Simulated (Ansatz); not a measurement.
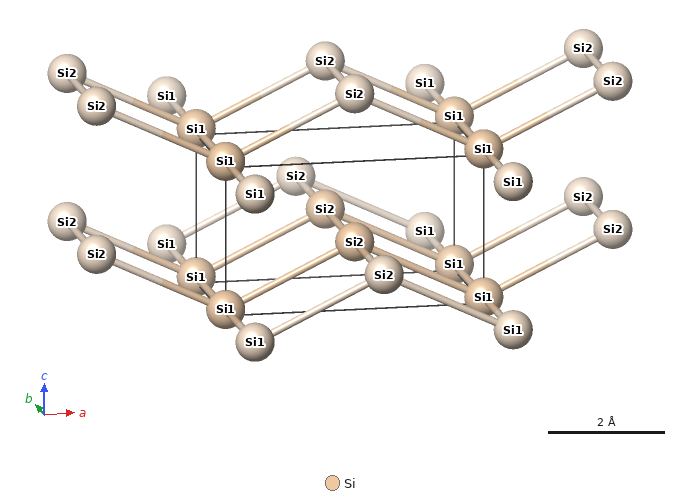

Figure 1. The input geometry (ball-and-stick view of the cell of the calculation, set on other vectors, seen slightly off an axis; neighbours outside the cell are drawn fainter; atoms are numbered from 1 in the order of the input). An atom can appear more than once, as a periodic image.

**Single-point calculation, with input and output: Si**

- system: Si (Pmma, 2 atoms in the cell)
- method: DFT r2SCAN, scalar-relativistic, plane waves, PAW, no spin polarisation (Ansatz 0.2.0)

The structure derives from a Materials Project entry. It belongs to a series of runs on one base structure; here: mode 4 (106.4 1/cm) frozen in, largest displacement +0.113 A. Figures and captions count atoms from 1; the log counts them from 0 in places.

Input:
```yaml
crystal:
  lattice:
    - [0.0, 0.0, 2.4937990725]
    - [2.6290009028, 0.0, 0.0]
    - [-1.0e-10, 4.5535631368, 0.0]
  atoms:
    - { symbol: Si, position: [0.0, 0.0427919214, 0.0] }
    - { symbol: Si, position: [0.0, 0.4572080786, 0.5] }
basis:
  ecutwfc: 500
kpoints:
  mp_grid: { grid: [24, 22, 14] }
hamiltonian:
  xc: r2scan
scf:
  occupations: { method: gaussian, width: 0.15 }
output:
  forces: true
  stress: true
  eigenvalues: true
  write_density: true
  write_potential: true
  elf: true
  volumetric_format: npy
```

Launch command:
```bash
ansatz run input.yaml --threads 2 --pin off --max-ram 5120MiB --backend cpu --events-out ev --progress --plain --runs-dir out
```

Output:
```
Engine: ansatz 0.2.0, x86_64-unknown-linux-gnu
Pseudopotentials: kind: paw
Pseudopotential: Si, paw, valence charge 4, recommended cutoff 500 eV (meta_gga), Si.paw.azcp
Functional definition: r2SCAN
  parameter k0 = 0.174
  parameter k1 = 0.065
  parameter a1 = 4.9479
  exchange = r2scan_x(k0 = k0, k1 = k1, a1 = a1)
  correlation = r2scan_c
Crystal: 2 atoms, lattice volume = 29.854 Å³
Basis set: ecut = 500 eV, 769 PW (Γ), exchange–correlation on 80×80×144 points (64 copies of the dense FFT grid, shifted against one another)
Bands: 8, of which v1, the nominal top of the filled ones, is band 4 counted from 1 (3 counted from 0)
Symmetry: 8 space group operations
Space group: Pmma (ITA 51), of the structure as read, at distance tolerance 3.1e-5 Å
k-points: 1248 of 7392
Non-local potential: Si, projectors of the file, l = 0: 2, l = 1: 2, l = 2: 2
PAW form: soft (Blöchl's): semilocal exchange-correlation on the pseudo side does not see the compensation charge
PAW frozen core: Si, regenerated for the run's functional (the file was generated under x = pbe(κ = 0.804, μ = 0.2195149727645171), c = pbe(β = 0.06672455060314922))
PAW one-centre angular grid: Si, 302 points (default); XC on 160 Gauss nodes
Initial density: superposition of atomic densities (neutral atoms: chi_scale 0, normalization atom), corrected by the library's trained network
Initial wavefunctions: pseudopotential atomic-orbital guess
Functional: x = r2scan, c = r2scan; τ floored in thin density (d = 2e-4 eV/Å³)
SCF iter   1: F=—  HF=-1277.190618 eV  |F-HF|=—  |Δ(HF+E_count)|=         —  Δρ=4.47e-3  dr2=4.15e-3  dr2_τ=1.02e-2  ethr=1.77e-3  ⟨swp⟩=5.1  Hψ=80448  notcnv=0
preconditioner: auto → none  [metal: Δε(μ)=0.007 eV  Ē_g=11.000 eV  σ=0.150 eV  W_gap=0.03  n_scr=2 (ndim 8)  ℏωp=19.2 eV  f_vac=0.000  D(μ)=0.76/eV (n_scr^D=2)  sad-step TF]
SCF iter   2: F=—  HF=-1277.237833 eV  |F-HF|=—  |Δ(HF+E_count)|=   4.72e-2  Δρ=3.49e-3  dr2=2.36e-3  dr2_τ=1.04e-5  ethr=5.19e-5  ⟨swp⟩=2.0  Hψ=29721  notcnv=0  defer=218
SCF iter   3: F=—  HF=-1277.239177 eV  |F-HF|=—  |Δ(HF+E_count)|=   1.34e-3  Δρ=4.88e-4  dr2=7.77e-5  dr2_τ=3.12e-6  ethr=2.95e-5  ⟨swp⟩=2.1  Hψ=14581  notcnv=0  defer=218
SCF iter   4: F=—  HF=-1277.239188 eV  |F-HF|=—  |Δ(HF+E_count)|=   1.02e-5  Δρ=3.39e-4  dr2=2.80e-5  dr2_τ=3.38e-7  ethr=9.71e-7  ⟨swp⟩=1.8  Hψ=13288  notcnv=0  defer=218
iter 5 did not close the SCF: its close was put off for the readings that it lacked (scf_convergence_deferred on its scf_iter line)
SCF iter   5: F=-1277.239229 eV  HF=-1277.239229 eV  |F-HF|=1.04e-7  |Δ(HF+E_count)|=   4.09e-5  Δρ=1.65e-5  dr2=6.21e-8  dr2_τ=1.53e-9  ethr=3.50e-7  ⟨swp⟩=2.0  Hψ=14788  notcnv=0  defer=218
SCF iter   6: F=-1277.239229 eV  HF=-1277.239229 eV  |F-HF|=6.16e-8  |Δ(HF+E_count)|=   5.28e-8  Δρ=1.46e-5  dr2=5.20e-8  dr2_τ=6.16e-10  ethr=7.77e-10  ⟨swp⟩=6.6  Hψ=57165  notcnv=0
the search or the solves at the SCF's close seem to have found levels that the self-consistency loop had missed (the run counts 1). By its estimate they hold under 1e-12 electrons; where the run keeps them, the occupations were computed again with them
SCF 1 converged in 6 iterations: F = -1277.239229 eV  dr2 = 5.20e-8
  greatest PAW one-centre occupation: 0.663 electrons in one spin orbital (limit 2), on the Si atom at site 1 (counted from 0), in its partial waves of l = 0
```

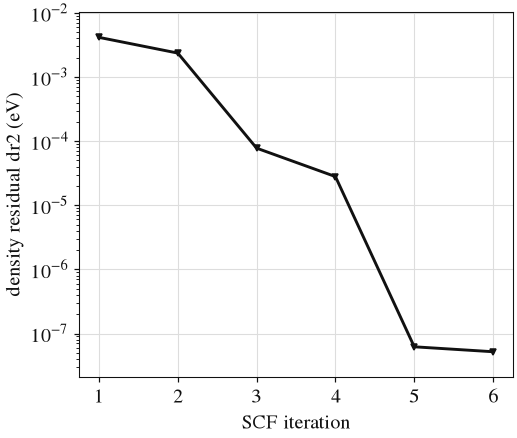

Figure 2. Convergence of the self-consistent field: density residual dr2 against the SCF iteration. The residual falls at every step.

```
SCF converged after 6 iterations
Free energy (F): -1277.239229 eV
Harris-Foulkes:  -1277.239229 eV  (|F-HF|=6.16e-8)
Internal energy: -1277.230607 eV  (E = F + TS)
E sigma→0 (E₀):  -1277.234918 eV
Entropy (-TS):   -0.008622 eV (-4.311 meV/atom)
Fermi energy:    10.043154 eV
--- Per-component energies (eV) ---
  E_band       = 33.326725
  E_kinetic    = 82.937989
  E_local      = -1.337319  (includes V_loc(G=0)·N_el)
  E_nonlocal   = 48.983806
  E_hartree    = 2.334069
  E_xc         = -104.272362
  E_vxc        = -101.782889  (∫ρ·V_xc dr)
  E_paw        = -1038.331748  (= ΣΔE_a)
  E_vpaw       = -4.349709  (= ΣTr[D̂ρ^β])
  E_aug_tail   = 0.000009  (compensation charges beyond the density's cutoff)
  E_vtau       = 4.207373  (kinetic-family band-sum trace: ∫τ·v_τ [+ j·A + Jᵃ·Aᵃ] dr)
  E_ewald      = -267.392187
  E_core_change = -0.152866  (= ΣΔE_core)
  E_smearing   = -0.008622  (= −TS)
  E_closure    = -0.000000  (closes the sum)
  Σ components = -1277.239229   (vs F -1277.239229, Δ=0.00e0)
--- Forces (eV/Å), atoms counted from 1 ---
  atom   1  Si    -0.14925692    -0.00000000     0.00000000
  atom   2  Si     0.14925692     0.00000000     0.00000000
  max |Σ_I F_I| component: 2.78e-17 eV/Å
--- Stress (GPa, compression-positive) ---
        1.377154      -0.000000       0.000000
       -0.000000       3.117526       0.000000
        0.000000       0.000000      -1.453561
  P = ⅓ Tr σ = 1.0137 GPa (10.137 kbar)
--- Band table (eV; the first three rows and the last of 1248) ---
  k-point 0: bands = ["-4.7387", "2.1386", "2.9062", "15.6179", "16.8200", "17.7954", "18.0773", "21.0669"]
  k-point 1: bands = ["-4.7010", "1.4704", "3.6405", "15.6474", "16.8467", "17.6706", "18.1093", "20.7741"]
  k-point 2: bands = ["-4.5880", "0.5902", "4.7184", "15.7310", "16.9261", "17.2491", "18.2053", "20.1188"]
  k-point 1247: bands = ["6.7513", "6.7513", "7.7642", "7.7642", "8.0528", "8.0528", "11.9083", "11.9083"]
```

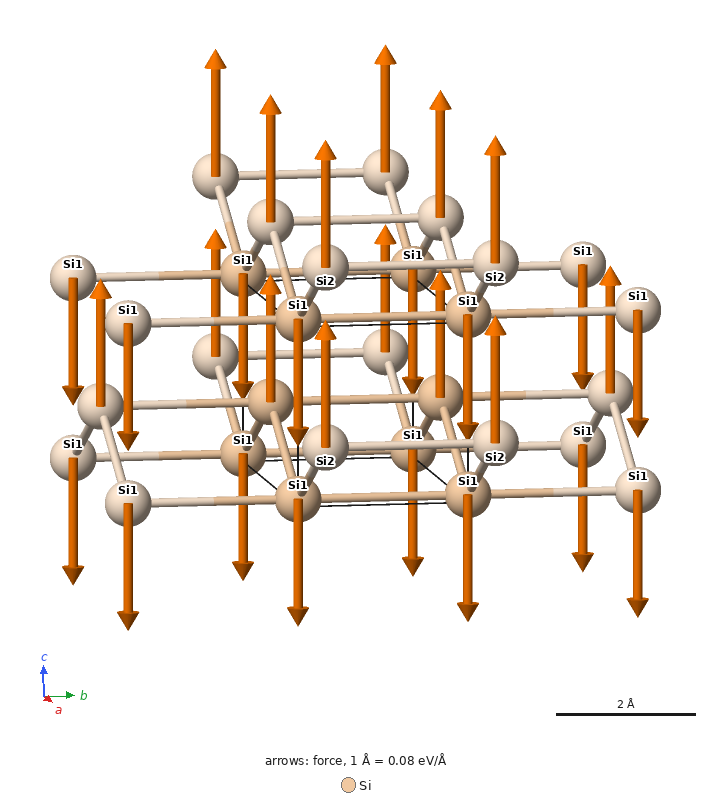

Figure 3. Forces on the atoms as orange arrows (ball-and-stick view of the cell of the calculation, set on other vectors, seen slightly off an axis; neighbours outside the cell are drawn fainter; atoms are numbered from 1 in the order of the input). The largest act on Si1, Si2 (0.15 eV/Å). The geometry is not a stationary point of this energy.

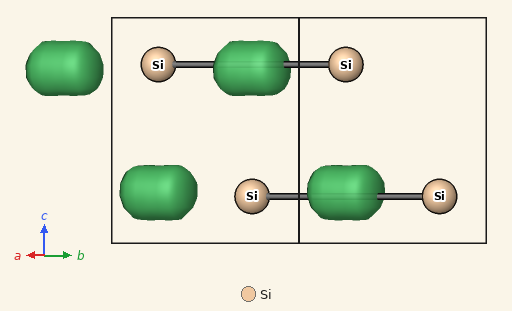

Figure 4. Isosurface of the electron localisation function at 0.85 (green), seen along [110]. Core shells and regions of very low density are left out. Sticks mark near contacts. The outline is the cell set on symmetry axes. The fields are those of the smooth PAW valence density.

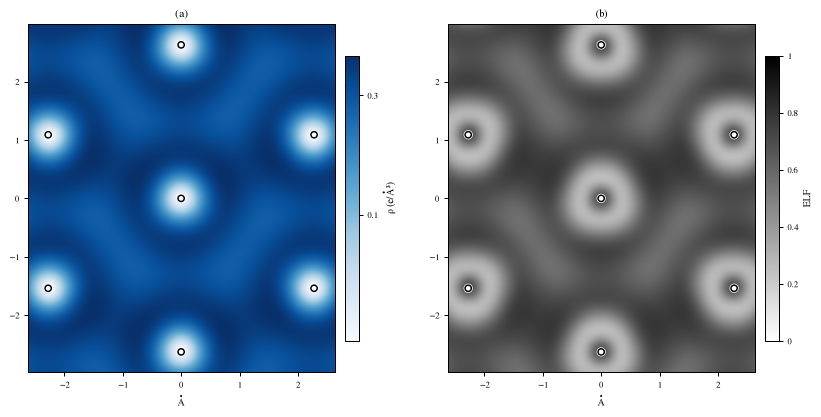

Figure 5. (a) valence charge density (pseudo); (b) ELF on the (010) plane of the conventional cell. Circles mark the nuclei in the plane (Si). Atoms in the plane: Si. Away from the nuclei the density in this plane falls to 0.27 e/Å³ at its lowest.

Key numbers:

```tsv
quantity	value
outcome	converged
space group (tolerance 0.01 Å)	Pmma (51)
electrons treated	8
free energy	−1277.2392 eV
Fermi energy	10.043 eV
gap on the k-point mesh	none (metallic)
pressure	1.01 GPa
largest force (length of the vector)	0.149 eV/Å
hardware	2 threads of Intel Xeon (Sapphire Rapids), 32 GiB of memory available, shared host
wall time	16 s (CPU time 32 s)
peak memory	0.74 GiB
```
